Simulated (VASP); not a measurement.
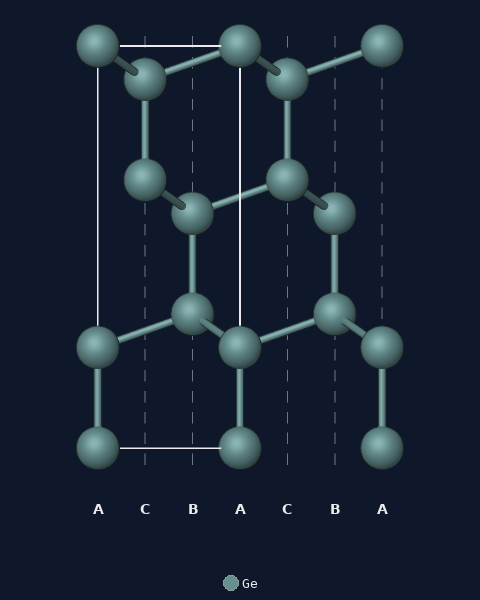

Projection along an edge of the hexagonal mesh, stacking direction [111] upwards. The dashed lines mark the three columns A (0, 0), B (1/3, 2/3) and C (2/3, 1/3). The box is the hexagonal cell of the face-centred cubic lattice. The sequence starts with the first layer at or above the cell's origin.

System Ge (space group Fd-3m, No. 227); source of the atomic positions: coordinates from a relaxation with VASP Kohn-Sham DFT of a periodic cell, LDA, VASP PAW LDA potentials, recommended (VASP).

### Read off the stacking sequence over one period.

Ge(A) – Ge(A) – Ge(B) – Ge(B) – Ge(C) – Ge(C) (six layers in 9.75 Å).
